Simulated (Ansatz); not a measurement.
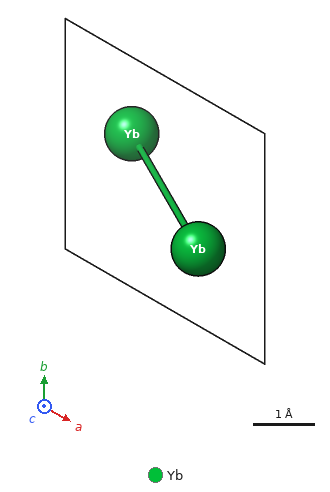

Figure 1. The structure (ball-and-stick view of the cell of the calculation, along the c axis). Near neighbours in the crystal (not all of them lie inside the picture): Yb has 12 Yb at 3.80 to 3.82 Å.

# Yb: single-point calculation (part 1 of 2)

System: Yb (P6₃/mmc, 2 atoms in the cell).
Method: DFT, r2SCAN, PAW with Ansatz's default frozen-core files, scalar-relativistic, spin-polarised (Ansatz 0.2.0).

The structure derives from an entry of the Crystallography Open Database. Its volume is 0.94 times that of the source entry. It belongs to a series of runs on one base structure; here: volume scaled by 0.94, PAW files.

The program's output
```
Warning: where an SCF of this run starts from atoms to list the orders of its open shells, Yb (sites 0, 1, from 0) starts with 0.44 μB on its 4f shell and 0.44 μB on its 5d shell, in the place of the 1.00 μB that the deck gives it: its open shells can hold no more by Hund's first rule. To start from spheres of the given moment, type scf.initial_density.shell_occupations: []
Yb: projections on atomic orbitals take those of the free atom [Kr 4d10] 4f14 5s2 5p6 5d0 6s2, of charge +0.00 (hamiltonian.pseudopotentials.projection_atoms); the dataset's partial waves leave at most 1.5e-4 of an orbital's norm unspanned inside its sphere
Engine: ansatz 0.2.0, x86_64-unknown-linux-gnu
Pseudopotentials: kind: paw
Pseudopotential: Yb, paw, valence charge 24, recommended cutoff 500 eV (meta_gga), Yb.paw.azcp
Functional definition: r2SCAN
  parameter k0 = 0.174
  parameter k1 = 0.065
  parameter a1 = 4.9479
  exchange = r2scan_x(k0 = k0, k1 = k1, a1 = a1)
  correlation = r2scan_c
Crystal: 2 atoms, lattice volume = 78.257 Å³
Basis set: ecut = 500 eV, 1973 PW (Γ), exchange–correlation on 120×120×192 points (64 copies of the dense FFT grid, shifted against one another)
Bands: 30, of which v1, the nominal top of the filled ones, is band 24 counted from 1 (23 counted from 0)
Symmetry: 24 space group operations
Space group: P63/mmc (ITA 194), of the structure as read, at distance tolerance 4.3e-5 Å
Magnetic group: BNS 194.263 (UNI 1493), of the structure as read, at distance tolerance 4.3e-5 Å
k-points: 36 of 405
Non-local potential: Yb, projectors of the file, l = 0: 3, l = 1: 2, l = 2: 2, l = 3: 3
PAW form: soft (Blöchl's): semilocal exchange-correlation on the pseudo side does not see the compensation charge
PAW frozen core: Yb, regenerated for the run's functional (the file was generated under x = pbe(κ = 0.804, μ = 0.2195149727645171), c = pbe(β = 0.06672455060314922))
PAW one-centre angular grid: Yb, 2702 points (default); XC on 160 Gauss nodes
Initial density: superposition of atomic densities (chi_scale 0.1, normalization cell)
Starting moments: Σ|m| = 2 μB on 2 of 2 sites
Initial wavefunctions: pseudopotential atomic-orbital guess
Functional: x = r2scan, c = r2scan; τ floored in thin density (d = 2e-4 eV/Å³)
iter 1 solved again at ethr=2.33e-4 eV; its pass at ethr=3.10e-3 eV (dr2=1.12e-1 eV) is discarded
SCF iter   1: F=—  HF=-27611.301468 eV  |F-HF|=—  |Δ(HF+E_count)|=         —  Δρ=2.30e-2 (↑1.83e-2 ↓2.30e-2)  dr2=1.10e-1  dr2_τ=2.87e-3  dr2_m=2.77e-1  M=0.837 μB ∫|m|=0.837 μB  β_m=0.57  ethr=2.33e-4  ⟨swp⟩=2.0  Hψ=11667  notcnv=0
Mixer restart at iter 1: flushing history
preconditioner: auto → Kerker (q_TF=auto, 2.515 Å⁻¹)  [metal: Δε(μ)=0.019 eV  Ē_g=9.488 eV  σ=0.080 eV  W_gap=0.06  n_scr=22 (ndim 8)  ℏωp=27.8 eV  f_vac=0.000  D(μ)=7.35/eV (n_scr^D=98)]
spin=Collinear: Kerker preconditioning applied to the charge; magnetization (m = ρ↑ − ρ↓) channel mixes plain (no charge-response kernel on spin).
SCF iter   2: F=—  HF=-27611.417618 eV  |F-HF|=—  |Δ(HF+E_count)|=   1.16e-1  Δρ=1.11e-2 (↑1.11e-2 ↓8.12e-3)  dr2=7.21e-2  dr2_τ=2.14e-3  dr2_m=5.17e-2  M=0.799 μB ∫|m|=0.799 μB  β_m=1.00  ethr=2.29e-4  ⟨swp⟩=2.7  Hψ=4804  notcnv=0  defer=6  κ⁻¹=1.0e0(r=1)
SCF iter   3: F=—  HF=-27611.458552 eV  |F-HF|=—  |Δ(HF+E_count)|=   4.09e-2  Δρ=5.20e-3 (↑4.06e-3 ↓5.20e-3)  dr2=4.33e-2  dr2_τ=2.31e-4  dr2_m=5.71e-3  M=0.644 μB ∫|m|=0.645 μB  β_m=1.00  ethr=1.50e-4  ⟨swp⟩=2.0  Hψ=3862  notcnv=0  defer=6  κ⁻¹=2.7e-1(r=2)
SCF iter   4: F=—  HF=-27611.514695 eV  |F-HF|=—  |Δ(HF+E_count)|=   5.61e-2  Δρ=4.13e-3 (↑2.38e-3 ↓4.13e-3)  dr2=2.46e-2  dr2_τ=1.90e-4  dr2_m=2.36e-3  M=0.518 μB ∫|m|=0.535 μB  β_m=1.00  ethr=9.03e-5  ⟨swp⟩=2.0  Hψ=3753  notcnv=0  defer=6  κ⁻¹=1.8e-2(r=3)
SCF iter   5: F=—  HF=-27611.608613 eV  |F-HF|=—  |Δ(HF+E_count)|=   9.39e-2  Δρ=4.16e-3 (↑1.89e-3 ↓4.16e-3)  dr2=2.10e-2  dr2_τ=4.98e-5  dr2_m=1.10e-3  M=0.263 μB ∫|m|=0.400 μB  β_m=1.00  ethr=5.13e-5  ⟨swp⟩=2.0  Hψ=4424  notcnv=0  defer=6  κ⁻¹=1.2e-3(r=4)
SCF iter   6: F=—  HF=-27611.625463 eV  |F-HF|=—  |Δ(HF+E_count)|=   1.68e-2  Δρ=3.74e-3 (↑1.30e-3 ↓3.74e-3)  dr2=1.65e-2  dr2_τ=5.39e-5  dr2_m=1.33e-3  M=0.230 μB ∫|m|=0.373 μB  β_m=1.00  ethr=4.37e-5  ⟨swp⟩=2.2  Hψ=3668  notcnv=0  defer=6  κ⁻¹=3.6e-4(r=5)
SCF iter   7: F=—  HF=-27611.632449 eV  |F-HF|=—  |Δ(HF+E_count)|=   6.99e-3  Δρ=2.90e-3 (↑1.02e-3 ↓2.90e-3)  dr2=1.09e-2  dr2_τ=2.69e-5  dr2_m=8.68e-4  M=0.210 μB ∫|m|=0.357 μB  β_m=1.00  ethr=3.44e-5  ⟨swp⟩=1.2  Hψ=2344  notcnv=0  defer=6  κ⁻¹=1.9e-4(r=6)
SCF iter   8: F=—  HF=-27611.645400 eV  |F-HF|=—  |Δ(HF+E_count)|=   1.30e-2  Δρ=1.15e-3 (↑4.61e-4 ↓1.15e-3)  dr2=1.96e-3  dr2_τ=3.69e-6  dr2_m=2.32e-4  M=0.147 μB ∫|m|=0.308 μB  β_m=0.30  ethr=2.27e-5  ⟨swp⟩=2.0  Hψ=3918  notcnv=0  defer=8  κ⁻¹=4.4e-5(r=7)
SCF iter   9: F=—  HF=-27611.649044 eV  |F-HF|=—  |Δ(HF+E_count)|=   3.64e-3  Δρ=6.53e-4 (↑6.53e-4 ↓5.62e-4)  dr2=3.95e-4  dr2_τ=3.19e-6  dr2_m=7.77e-5  M=0.088 μB ∫|m|=0.271 μB  β_m=1.00  ethr=4.08e-6  ⟨swp⟩=2.0  Hψ=4565  notcnv=0  defer=8  κ⁻¹=1.5e-5(r=8)
SCF iter  10: F=—  HF=-27611.649803 eV  |F-HF|=—  |Δ(HF+E_count)|=   7.60e-4  Δρ=4.24e-4 (↑1.22e-4 ↓4.24e-4)  dr2=1.62e-4  dr2_τ=1.03e-6  dr2_m=3.73e-5  M=0.102 μB ∫|m|=0.274 μB  β_m=1.00  ethr=8.23e-7  ⟨swp⟩=2.0  Hψ=3984  notcnv=0  defer=8  κ⁻¹=4.5e-5(r=8)
SCF iter  11: F=—  HF=-27611.650149 eV  |F-HF|=—  |Δ(HF+E_count)|=   3.46e-4  Δρ=1.51e-4 (↑1.51e-4 ↓1.32e-4)  dr2=4.45e-5  dr2_τ=1.38e-7  dr2_m=1.53e-6  M=0.094 μB ∫|m|=0.261 μB  β_m=1.00  ethr=3.38e-7  ⟨swp⟩=2.6  Hψ=4368  notcnv=0  defer=8  κ⁻¹=5.7e-5(r=8)
SCF iter  12: F=—  HF=-27611.650205 eV  |F-HF|=—  |Δ(HF+E_count)|=   5.60e-5  Δρ=1.42e-4 (↑8.97e-5 ↓1.42e-4)  dr2=3.32e-6  dr2_τ=6.14e-8  dr2_m=8.86e-6  M=0.103 μB ∫|m|=0.264 μB  β_m=1.00  ethr=9.28e-8  ⟨swp⟩=2.0  Hψ=3958  notcnv=0  defer=8  κ⁻¹=2.3e-5(r=8)
SCF iter  13: F=—  HF=-27611.650221 eV  |F-HF|=—  |Δ(HF+E_count)|=   1.59e-5  Δρ=1.57e-4 (↑3.72e-5 ↓1.57e-4)  dr2=1.76e-5  dr2_τ=1.07e-7  dr2_m=3.26e-6  M=0.105 μB ∫|m|=0.264 μB  β_m=1.00  ethr=6.92e-9  ⟨swp⟩=2.1  Hψ=3996  notcnv=0  defer=8  κ⁻¹=5.4e-5(r=8)
SCF iter  14: F=—  HF=-27611.650234 eV  |F-HF|=—  |Δ(HF+E_count)|=   1.33e-5  Δρ=6.99e-5 (↑3.98e-5 ↓6.99e-5)  dr2=8.92e-7  dr2_τ=1.81e-8  dr2_m=2.02e-6  M=0.104 μB ∫|m|=0.262 μB  β_m=1.00  ethr=6.92e-9  ⟨swp⟩=2.5  Hψ=4296  notcnv=0  defer=8  κ⁻¹=1.4e-5(r=8)
SCF iter  15: F=—  HF=-27611.650248 eV  |F-HF|=—  |Δ(HF+E_count)|=   1.42e-5  Δρ=7.48e-5 (↑4.83e-5 ↓7.48e-5)  dr2=6.53e-7  dr2_τ=7.01e-9  dr2_m=2.63e-6  M=0.106 μB ∫|m|=0.262 μB  β_m=1.00  ethr=1.86e-9  ⟨swp⟩=3.0  Hψ=4539  notcnv=0  defer=8  κ⁻¹=1.9e-6(r=8)
SCF iter  16: F=—  HF=-27611.650249 eV  |F-HF|=—  |Δ(HF+E_count)|=   9.91e-7  Δρ=7.32e-5 (↑4.17e-5 ↓7.32e-5)  dr2=8.59e-7  dr2_τ=6.47e-9  dr2_m=2.28e-6  M=0.106 μB ∫|m|=0.262 μB  β_m=1.00  ethr=1.36e-9  ⟨swp⟩=2.0  Hψ=2692  notcnv=0  defer=8  κ⁻¹=8.3e-8(r=8)
SCF iter  17: F=—  HF=-27611.650250 eV  |F-HF|=—  |Δ(HF+E_count)|=   7.18e-7  Δρ=2.77e-5 (↑2.77e-5 ↓2.61e-5)  dr2=2.71e-7  dr2_τ=4.61e-9  dr2_m=4.34e-7  M=0.105 μB ∫|m|=0.262 μB  β_m=1.00  ethr=1.36e-9  ⟨swp⟩=2.5  Hψ=4362  notcnv=0  defer=8  κ⁻¹=8.4e-8(r=8)
SCF iter  18: F=—  HF=-27611.650257 eV  |F-HF|=—  |Δ(HF+E_count)|=   7.31e-6  Δρ=4.51e-5 (↑1.19e-5 ↓4.51e-5)  dr2=9.18e-7  dr2_τ=1.77e-9  dr2_m=5.61e-7  M=0.107 μB ∫|m|=0.263 μB  β_m=1.00  ethr=5.65e-10  ⟨swp⟩=3.0  Hψ=5180  notcnv=0  defer=8  κ⁻¹=1.9e-7(r=8)
SCF iter  19: F=—  HF=-27611.650258 eV  |F-HF|=—  |Δ(HF+E_count)|=   9.76e-7  Δρ=1.90e-5 (↑1.39e-5 ↓1.90e-5)  dr2=1.03e-7  dr2_τ=1.64e-9  dr2_m=1.73e-7  M=0.108 μB ∫|m|=0.264 μB  β_m=1.00  ethr=5.65e-10  ⟨swp⟩=2.8  Hψ=4258  notcnv=0  defer=8  κ⁻¹=3.3e-7(r=8)
SCF iter  20: F=—  HF=-27611.650259 eV  |F-HF|=—  |Δ(HF+E_count)|=   1.03e-6  Δρ=6.77e-6 (↑5.22e-6 ↓6.77e-6)  dr2=5.04e-8  dr2_τ=1.96e-9  dr2_m=1.66e-8  M=0.109 μB ∫|m|=0.265 μB  β_m=1.00  ethr=2.14e-10  ⟨swp⟩=3.1  Hψ=4615  notcnv=0  defer=8  κ⁻¹=1.3e-6(r=8)
SCF iter  21: F=—  HF=-27611.650261 eV  |F-HF|=—  |Δ(HF+E_count)|=   1.09e-6  Δρ=6.96e-6 (↑2.45e-6 ↓6.96e-6)  dr2=5.06e-8  dr2_τ=8.14e-10  dr2_m=7.11e-9  M=0.109 μB ∫|m|=0.267 μB  β_m=1.00  ethr=1.05e-10  ⟨swp⟩=3.1  Hψ=5031  notcnv=0  defer=8  κ⁻¹=8.5e-6(r=8)
SCF iter  22: F=—  HF=-27611.650261 eV  |F-HF|=—  |Δ(HF+E_count)|=   5.12e-7  Δρ=6.90e-6 (↑2.21e-6 ↓6.90e-6)  dr2=3.84e-8  dr2_τ=1.88e-10  dr2_m=1.03e-8  M=0.109 μB ∫|m|=0.267 μB  β_m=1.00  ethr=1.05e-10  ⟨swp⟩=2.8  Hψ=4232  notcnv=0  defer=8  κ⁻¹=4.7e-5(r=8)
SCF iter  23: F=—  HF=-27611.650262 eV  |F-HF|=—  |Δ(HF+E_count)|=   4.67e-7  Δρ=4.53e-6 (↑1.82e-6 ↓4.53e-6)  dr2=1.99e-8  dr2_τ=8.62e-11  dr2_m=2.90e-9  M=0.109 μB ∫|m|=0.268 μB  β_m=1.00  ethr=8.01e-11  ⟨swp⟩=3.0  Hψ=4807  notcnv=0  defer=8  κ⁻¹=5.3e-5(r=8)
SCF iter  24: F=—  HF=-27611.650262 eV  |F-HF|=—  |Δ(HF+E_count)|=   1.37e-7  Δρ=3.88e-6 (↑1.53e-6 ↓3.88e-6)  dr2=1.37e-8  dr2_τ=6.12e-11  dr2_m=1.89e-9  M=0.109 μB ∫|m|=0.268 μB  β_m=1.00  ethr=4.14e-11  ⟨swp⟩=2.0  Hψ=3990  notcnv=0  defer=8  κ⁻¹=2.8e-5(r=8)
SCF iter  25: F=—  HF=-27611.650262 eV  |F-HF|=—  |Δ(HF+E_count)|=   1.22e-7  Δρ=2.00e-6 (↑8.90e-7 ↓2.00e-6)  dr2=2.03e-9  dr2_τ=1.46e-11  dr2_m=1.18e-9  M=0.110 μB ∫|m|=0.269 μB  β_m=1.00  ethr=2.85e-11  ⟨swp⟩=2.9  Hψ=4413  notcnv=0  defer=8  κ⁻¹=4.3e-5(r=8)
SCF iter  26: F=—  HF=-27611.650262 eV  |F-HF|=—  |Δ(HF+E_count)|=   4.35e-8  Δρ=1.18e-6 (↑5.43e-7 ↓1.18e-6)  dr2=1.45e-9  dr2_τ=8.46e-12  dr2_m=3.35e-10  M=0.110 μB ∫|m|=0.269 μB  β_m=1.00  ethr=4.23e-12  ⟨swp⟩=3.0  Hψ=4801  notcnv=0  defer=8  κ⁻¹=1.3e-5(r=8)
SCF iter  27: F=—  HF=-27611.650262 eV  |F-HF|=—  |Δ(HF+E_count)|=   2.11e-8  Δρ=1.36e-6 (↑6.04e-7 ↓1.36e-6)  dr2=1.15e-9  dr2_τ=6.49e-12  dr2_m=5.95e-10  M=0.110 μB ∫|m|=0.269 μB  β_m=1.00  ethr=3.02e-12  ⟨swp⟩=3.0  Hψ=4498  notcnv=0  defer=8  κ⁻¹=7.4e-5(r=8)
SCF iter  28: F=—  HF=-27611.650262 eV  |F-HF|=—  |Δ(HF+E_count)|=   5.76e-8  Δρ=5.70e-7 (↑5.70e-7 ↓5.41e-7)  dr2=3.41e-10  dr2_τ=3.63e-12  dr2_m=1.26e-10  M=0.110 μB ∫|m|=0.270 μB  β_m=1.00  ethr=2.39e-12  ⟨swp⟩=3.8  Hψ=5964  notcnv=0  defer=8  κ⁻¹=1.1e-4(r=8)
iter 29 did not close the SCF: its close was put off for a magnetic moment that had not settled (scf_convergence_deferred on its scf_iter line)
SCF iter  29: F=-27611.650262 eV  HF=-27611.650262 eV  |F-HF|=8.93e-8  |Δ(HF+E_count)|=   1.74e-8  Δρ=5.99e-6 (↑4.70e-6 ↓5.99e-6)  dr2=7.62e-8  dr2_τ=1.97e-11  dr2_m=3.93e-10  M=0.110 μB ∫|m|=0.270 μB  β_m=1.00  ethr=1.00e-12  ⟨swp⟩=5.5  Hψ=13391  notcnv=0  κ⁻¹=3.1e-4(r=8)
SCF iter  30: F=—  HF=-27611.650262 eV  |F-HF|=—  |Δ(HF+E_count)|=   1.13e-8  Δρ=9.33e-7 (↑2.11e-7 ↓9.33e-7)  dr2=6.92e-10  dr2_τ=2.46e-12  dr2_m=1.38e-10  M=0.110 μB ∫|m|=0.271 μB  β_m=1.00  ethr=1.00e-12  ⟨swp⟩=4.0  Hψ=6083  notcnv=0  κ⁻¹=2.2e-4(r=8)
SCF iter  31: F=—  HF=-27611.650262 eV  |F-HF|=—  |Δ(HF+E_count)|=   1.45e-9  Δρ=6.53e-7 (↑2.66e-7 ↓6.53e-7)  dr2=4.87e-10  dr2_τ=1.70e-12  dr2_m=4.88e-11  M=0.110 μB ∫|m|=0.271 μB  β_m=1.00  ethr=1.00e-12  ⟨swp⟩=2.0  Hψ=3896  notcnv=0  κ⁻¹=1.5e-4(r=8)
iter 32 did not close the SCF: its close was put off for a magnetic moment that had not settled (scf_convergence_deferred on its scf_iter line)
SCF iter  32: F=-27611.650262 eV  HF=-27611.650262 eV  |F-HF|=2.56e-8  |Δ(HF+E_count)|=   6.16e-9  Δρ=3.12e-6 (↑2.54e-6 ↓3.12e-6)  dr2=2.16e-8  dr2_τ=5.69e-12  dr2_m=8.56e-11  M=0.110 μB ∫|m|=0.271 μB  β_m=1.00  ethr=1.00e-12  ⟨swp⟩=4.4  Hψ=12403  notcnv=0  κ⁻¹=7.5e-5(r=8)
SCF iter  33: F=—  HF=-27611.650262 eV  |F-HF|=—  |Δ(HF+E_count)|=  8.80e-10  Δρ=5.77e-7 (↑5.19e-7 ↓5.77e-7)  dr2=7.93e-10  dr2_τ=9.22e-13  dr2_m=1.74e-11  M=0.110 μB ∫|m|=0.271 μB  β_m=1.00  ethr=1.00e-12  ⟨swp⟩=3.0  Hψ=5091  notcnv=0  κ⁻¹=1.6e-4(r=8)
iter 34 did not close the SCF: its close was put off for a magnetic moment that had not settled (scf_convergence_deferred on its scf_iter line)
SCF iter  34: F=-27611.650262 eV  HF=-27611.650262 eV  |F-HF|=1.00e-7  |Δ(HF+E_count)|=   1.01e-8  Δρ=6.06e-6 (↑4.79e-6 ↓6.06e-6)  dr2=7.99e-8  dr2_τ=1.35e-11  dr2_m=3.17e-10  M=0.110 μB ∫|m|=0.271 μB  β_m=1.00  ethr=1.00e-12  ⟨swp⟩=4.6  Hψ=12671  notcnv=0  κ⁻¹=2.4e-4(r=8)
iter 35 did not close the SCF: its close was put off for a magnetic moment that had not settled (scf_convergence_deferred on its scf_iter line)
SCF iter  35: F=-27611.650262 eV  HF=-27611.650262 eV  |F-HF|=3.78e-8  |Δ(HF+E_count)|=  3.20e-10  Δρ=3.66e-6 (↑2.98e-6 ↓3.66e-6)  dr2=3.00e-8  dr2_τ=5.79e-12  dr2_m=9.72e-11  M=0.111 μB ∫|m|=0.272 μB  β_m=1.00  ethr=1.00e-12  ⟨swp⟩=4.9  Hψ=13342  notcnv=0  κ⁻¹=1.2e-4(r=8)
SCF iter  36: F=-27611.650262 eV  HF=-27611.650262 eV  |F-HF|=1.48e-9  |Δ(HF+E_count)|=   1.09e-9  Δρ=6.87e-7 (↑6.30e-7 ↓6.87e-7)  dr2=1.14e-9  dr2_τ=4.36e-13  dr2_m=2.98e-12  M=0.111 μB ∫|m|=0.272 μB  ethr=1.00e-12  ⟨swp⟩=5.0  Hψ=13634  notcnv=0
SCF 1 converged in 36 iterations: F = -27611.650262 eV  dr2 = 1.14e-9
  greatest PAW one-centre occupation: 0.997 electrons in one spin orbital (limit 2), on the Yb atom at site 1 (counted from 0), in its partial waves of l = 0
```
